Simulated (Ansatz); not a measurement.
**Geometry relaxation, with input and output: InAs (part 2 of 2)**

InAs (slab, 6 atoms in the cell); DFT PBEsol, scalar-relativistic, plane waves, PAW, no spin polarisation (Ansatz 0.2.0); cutoff 420 eV, 9×9×1 k-mesh, Gaussian smearing of 0.1 eV. The structure derives from an entry of the Crystallography Open Database. The input holds or restrains some coordinates. Forces given for the steps count only the free coordinates. It belongs to a series of runs on one base structure; here: clean slab, lower half held.

Geometry of the input (Å; fractional positions):
```
4.3045  0.0000  0.0000
-2.1522  3.7278  0.0000
0.0000  0.0000  24.9079
As 0.0000  0.0000  0.3413
In 0.3333  0.6667  0.3765
As 0.3333  0.6667  0.4824
In 0.6667  0.3333  0.5176
As 0.6667  0.3333  0.6235
In 0.0000  0.0000  0.6587
```

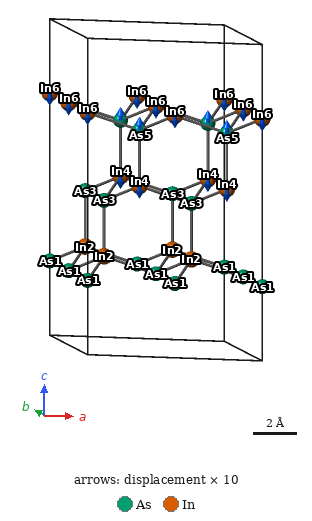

**Figure 1.** The starting structure with the displacements as blue arrows, magnified 10 times (ball-and-stick view of the 2 × 2 repeat of the cell, with the vacuum cut short, seen slightly off an axis). The energy falls by 6.6 meV per atom in 2 geometry steps. Largest force component: 0.63 eV/Å at the start, 0.013 eV/Å at the end. As5 moves most: 0.064 Å. Largest moves by element: As 0.064 Å, In 0.061 Å. The cell stays as it was. Distances before and after: In4–As5 2.636 → 2.760 Å, As5–In6 2.636 → 2.597 Å, As3–In4 2.636 → 2.616 Å. Among the angles that change: In4–As5–In6 109.5° → 106.9°, In6–As5–In6 109.5° → 111.9°, As5–In6–As5 109.5° → 111.9°. (Atoms are counted from 1 in the order of the input.)

```
SCF converged after 8 iterations
Free energy (F): -31014.611432 eV
Harris-Foulkes:  -31014.611432 eV  (|F-HF|=2.26e-9)
Internal energy: -31014.595512 eV  (E = F + TS)
E sigma→0 (E₀):  -31014.603472 eV
Entropy (-TS):   -0.015920 eV (-2.653 meV/atom)
Fermi energy:    0.709560 eV
Dipole field:    D = 0.093407 V/Å  (p = 0.206313 e·Å, saw-weighted, corrected)
Work function:   Φ+ = 3.2976 eV   Φ− = 5.6241 eV
Levels:          The Fermi level and band energies are counted from a zero that moves with the ramp; work functions are not
--- Per-component energies (eV) ---
  E_band       = -1556.032167
  E_kinetic    = 1037.295755
  E_local      = -67875.725831  (includes V_loc(G=0)·N_el)
  E_nonlocal   = -900.835658
  E_hartree    = 33465.005696
  E_xc         = -874.653456
  E_vxc        = -534.743529  (∫ρ·V_xc dr)
  E_paw        = -17629.326708  (= ΣΔE_a)
  E_vpaw       = -212.364397  (= ΣTr[D̂ρ^β])
  E_aug_tail   = 0.000100  (compensation charges beyond the density's cutoff)
  E_efield     = 0.009636  (sawtooth field / dipole correction)
  E_vefield    = 0.322377  (∫n·V_field dr)
  E_ewald      = 21760.027961
  E_core_change = 3.606994  (= ΣΔE_core)
  E_smearing   = -0.015920  (= −TS)
  E_closure    = -0.000000  (closes the sum)
  Σ components = -31014.611432   (vs F -31014.611432, Δ=0.00e0)
--- Forces (eV/Å), atoms counted from 1 ---
  atom   1  As    -0.00000000    -0.00000000     0.08296564
  atom   2  In     0.00000000     0.00000000    -0.55087465
  atom   3  As     0.00000000     0.00000000     0.48549640
  atom   4  In     0.00000000     0.00000000    -0.00921571
  atom   5  As    -0.00000000    -0.00000000    -0.01299707
  atom   6  In     0.00000000     0.00000000     0.00464378
  max |Σ_I F_I| component: 1.84e-5 eV/Å
--- Band table (eV; the first three rows and the last of 12) ---
  k-point 0: bands = ["-35.3278", "-35.3186", "-35.3186", "-35.3074", "-35.3074", "-34.7032", "-34.6986", "-34.6986", "-34.6921", "-34.6921", "-33.8389", "-33.8389", "-33.8140", "-33.8140", "-33.8076", "-14.6195", "-14.5460", "-14.5460", "-14.4524", "-14.4524", "-14.0952", "-13.9919", "-13.9919", "-13.8998", "-13.8998", "-13.3179", "-13.1730", "-13.1730", "-13.0853", "-13.0853", "-11.5391", "-10.7788", "-9.5989", "-4.7032", "-3.0062", "-1.0072", "-0.8999", "-0.8999", "-0.2100", "-0.2100", "0.6093", "0.8970", "0.8970", "1.2591", "1.9207", "2.1789", "4.0683", "4.1368", "4.1368", "4.7124", "4.7124"]
  k-point 1: bands = ["-35.3278", "-35.3186", "-35.3186", "-35.3074", "-35.3074", "-34.7032", "-34.6987", "-34.6986", "-34.6921", "-34.6921", "-33.8389", "-33.8389", "-33.8140", "-33.8140", "-33.8076", "-14.6266", "-14.5446", "-14.5419", "-14.4541", "-14.4501", "-14.0949", "-13.9983", "-13.9877", "-13.9018", "-13.8980", "-13.3127", "-13.1822", "-13.1696", "-13.0872", "-13.0830", "-11.4375", "-10.6838", "-9.5062", "-4.6831", "-3.1375", "-1.8960", "-1.4581", "-1.0981", "-0.3880", "-0.3807", "0.2575", "0.7233", "1.0540", "1.7801", "2.3665", "2.8724", "3.8140", "4.1804", "4.4486", "4.4786", "4.9061"]
  k-point 2: bands = ["-35.3277", "-35.3187", "-35.3186", "-35.3075", "-35.3073", "-34.7031", "-34.6988", "-34.6986", "-34.6921", "-34.6920", "-33.8390", "-33.8388", "-33.8140", "-33.8139", "-33.8075", "-14.6481", "-14.5370", "-14.5329", "-14.4581", "-14.4428", "-14.1008", "-14.0068", "-13.9783", "-13.9066", "-13.8921", "-13.3020", "-13.2029", "-13.1624", "-13.0918", "-13.0758", "-11.1524", "-10.4203", "-9.2492", "-4.7532", "-3.8398", "-2.8181", "-2.3143", "-1.5166", "-1.1206", "-0.7775", "0.2093", "0.3407", "1.0340", "2.1727", "2.6662", "3.3405", "3.8372", "4.3985", "4.6689", "5.1035", "5.2871"]
  k-point 11: bands = ["-35.3275", "-35.3188", "-35.3186", "-35.3074", "-35.3072", "-34.7030", "-34.6987", "-34.6987", "-34.6920", "-34.6920", "-33.8388", "-33.8387", "-33.8141", "-33.8139", "-33.8074", "-14.6896", "-14.5267", "-14.5141", "-14.4576", "-14.4334", "-14.1274", "-14.0009", "-13.9725", "-13.9044", "-13.8864", "-13.2852", "-13.2323", "-13.1611", "-13.0885", "-13.0683", "-10.1765", "-9.5898", "-8.4376", "-5.8233", "-5.3208", "-4.4404", "-3.4507", "-2.8288", "-2.1176", "-1.5429", "-1.2287", "0.3961", "0.8370", "2.8984", "3.4367", "4.5063", "4.6914", "5.2400", "5.4065", "5.6448", "6.5467"]
--- Relaxed structure (3 steps of the walk, 3 accepted, 0 SCFs on fresh bases) ---
  F+E_penalty+E_count = -31014.61143172 eV   max|allowed force component| = 1.300e-2 eV/Å
  atoms:
    - { symbol: As, position: [0.0, 0.0, 0.34125787380000006] }
    - { symbol: In, position: [0.33333333333333337, 0.6666666666666666, 0.37653390180000007] }
    - { symbol: As, position: [0.33333333333333337, 0.6666666666666666, 0.4823619860000001] }
    - { symbol: In, position: [0.6666666666666667, 0.33333333333333326, 0.515204636146424] }
    - { symbol: As, position: [0.6666666666666667, 0.33333333333333326, 0.6260325301901846] }
    - { symbol: In, position: [-5.956422077105461e-19, -2.9782110385527057e-19, 0.6563332614227396] }
```

Trajectory as extended XYZ (Å, eV, eV/Å), 3 frames, from step=1 to step=3
```
6
Lattice="4.3045 0.0000 0.0000 -2.1522 3.7278 0.0000 0.0000 0.0000 24.9079" Properties=species:S:1:pos:R:3:forces:R:3 step=1 energy=-31014.57187
As    0.0000    0.0000    8.5000    0.0000   0.0000   0.0751
In    0.0000    2.4852    9.3787    0.0000   0.0000  -0.4696
As    0.0000    2.4852   12.0146    0.0000   0.0000   0.5594
In    2.1522    1.2426   12.8933    0.0000   0.0000  -0.5575
As    2.1522    1.2426   15.5292    0.0000   0.0000   0.6335
In    0.0000    0.0000   16.4078    0.0000   0.0000  -0.2402
6
Lattice="4.3045 0.0000 0.0000 -2.1522 3.7278 0.0000 0.0000 0.0000 24.9079" Properties=species:S:1:pos:R:3:forces:R:3 step=2 energy=-31014.61082
As    0.0000    0.0000    8.5000    0.0000   0.0000   0.0850
In    0.0000    2.4852    9.3787    0.0000   0.0000  -0.5664
As    0.0000    2.4852   12.0146    0.0000   0.0000   0.4192
In    2.1522    1.2426   12.8093    0.0000   0.0000   0.0719
As    2.1522    1.2426   15.5752    0.0000   0.0000  -0.0205
In    0.0000    0.0000   16.3258    0.0000   0.0000   0.0106
6
Lattice="4.3045 0.0000 0.0000 -2.1522 3.7278 0.0000 0.0000 0.0000 24.9079" Properties=species:S:1:pos:R:3:forces:R:3 step=3 energy=-31014.61143
As    0.0000    0.0000    8.5000    0.0000   0.0000   0.0830
In    0.0000    2.4852    9.3787    0.0000   0.0000  -0.5509
As    0.0000    2.4852   12.0146    0.0000   0.0000   0.4855
In    2.1522    1.2426   12.8326    0.0000   0.0000  -0.0092
As    2.1522    1.2426   15.5931    0.0000   0.0000  -0.0130
In    0.0000    0.0000   16.3479    0.0000   0.0000   0.0046
```

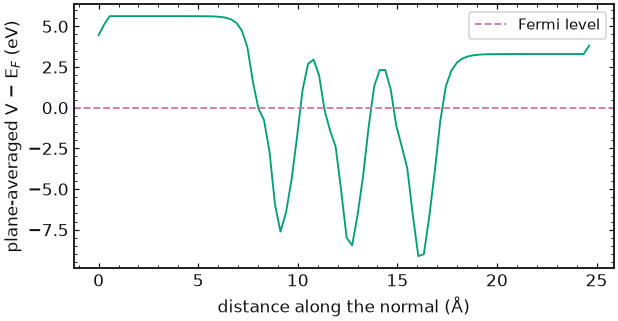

**Figure 2.** Plane average of the electrostatic potential energy of an electron across the cell, from the Fermi level. The vacuum level lies 3.30 eV above the Fermi level on the upper side and 5.62 eV on the lower.

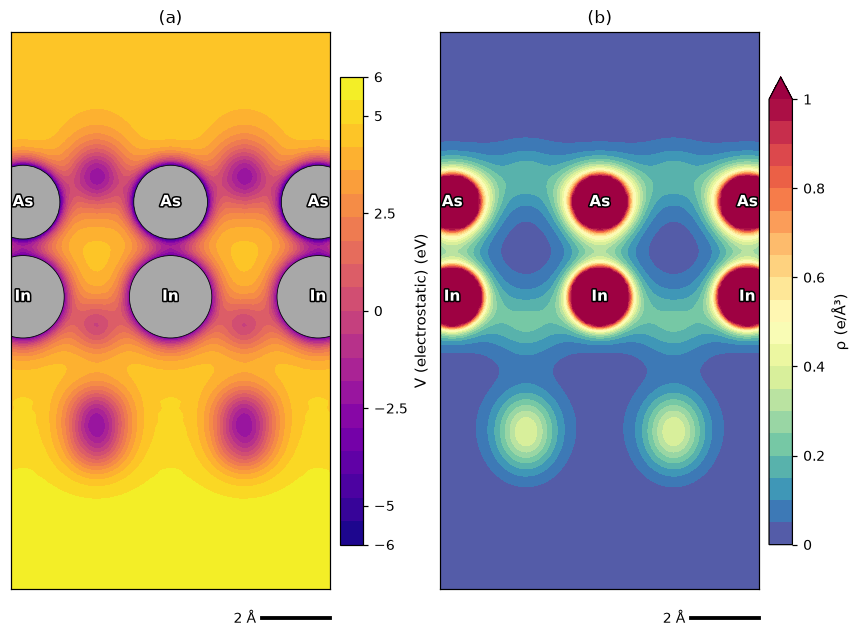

**Figure 3.** (a) electrostatic potential (local pseudopotential plus Hartree) felt by an electron; (b) valence charge density (pseudo) on the (010) plane of the calculation cell, a cut from vacuum to vacuum. Grey discs, where drawn, cover atomic cores. The section cuts through In and As sites. In–As (2.76 Å): the density is about 0.31 e/Å³ at the midpoint. The density dies away to nearly zero in the vacuum. Core electrons are frozen (PAW), so the fields are smoothed inside the atomic spheres.

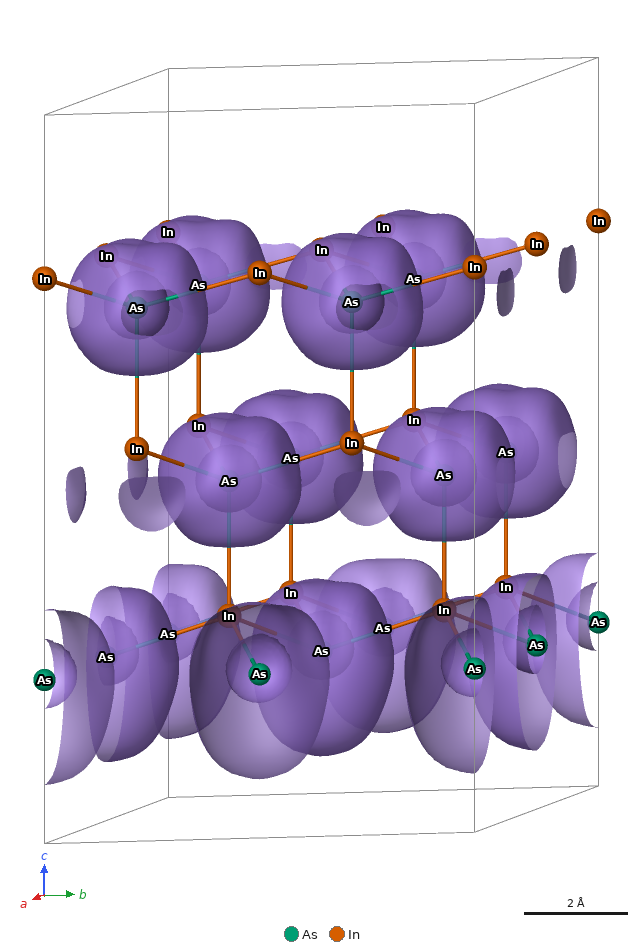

**Figure 4.** Isosurface of the ELF at 0.55 (purple), seen slightly off an axis. Only the valence region is drawn (cores and ρ < 0.01 e/Å³ removed). Sticks mark near contacts. Values along the shortest contacts: In–As (2.60 Å): the ELF is about 0.55 at the midpoint. In–As (2.76 Å): the ELF peaks at about 0.70 in the valence shell of As, 1.0 Å from its nucleus, and drops to about 0.20 between the two atoms.
